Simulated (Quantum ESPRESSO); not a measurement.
System: Tc (space group P6_3/mmc).

Computed with Quantum ESPRESSO 7.5: plane-wave DFT, no spin polarisation; energies at scaled volumes of the given cell, shape and fractions fixed, counted from the fit's minimum, third-order Birch-Murnaghan fit. All runs: no spin polarisation.

- k mesh: 11×11×6
- occupations: Fermi–Dirac
- smearing width: 0.05 eV

Settings that differ: PBE: density cutoff 4570 eV, wave cutoff 1140 eV, potentials PseudoDojo-0.4.1-SR-PBE-standard; LDA: density cutoff 4790 eV, wave cutoff 1200 eV, potentials PseudoDojo-0.4.1-SR-LDA-standard; PBEsol: density cutoff 4570 eV, wave cutoff 1140 eV, potentials PseudoDojo-0.4.1-SR-PBEsol-standard.

Predict the pressure against volume, with one curve for each functional. The cases: PBE; LDA; PBEsol.

The fitted equilibrium volumes, smallest first, are LDA 13.785, PBEsol 14.018, PBE 14.453 Å³/atom. The fitted bulk moduli, smallest first, are PBE 298.7, PBEsol 326.3, LDA 342.2 GPa. For PBE, the pressure falls from 25.48 GPa at volume 13.44 Å³/atom to −12.78 GPa at 15.16 Å³/atom, and changes sign near 14.46 Å³/atom. For LDA, the pressure falls from 9.17 GPa at volume 13.44 Å³/atom to −26.22 GPa at 15.16 Å³/atom, and changes sign near 13.79 Å³/atom.

PBE:
```tsv
volume (Å³/atom)	pressure (GPa)
13.44	25.48
13.73	17.28
14.01	9.90
14.30	3.28
14.58	-2.67
14.87	-8.00
15.16	-12.78
```

LDA:
```tsv
volume (Å³/atom)	pressure (GPa)
13.44	9.17
13.73	1.48
14.01	-5.37
14.30	-11.50
14.58	-16.98
14.87	-21.87
15.16	-26.22
```

PBEsol:
```tsv
volume (Å³/atom)	pressure (GPa)
13.44	15.06
13.73	7.18
14.01	0.12
14.30	-6.19
14.58	-11.85
14.87	-16.89
15.16	-21.40
```

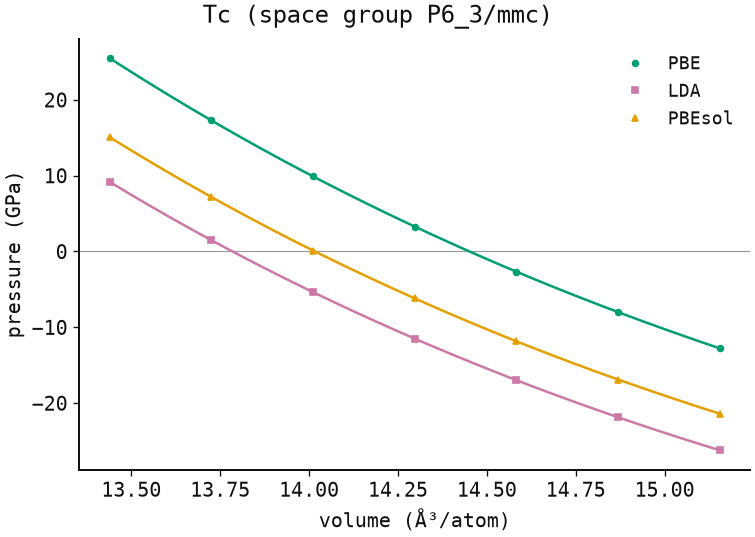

Caveats: shape and atomic fractions are frozen while scaling, which makes layered, chain and framework solids too stiff.
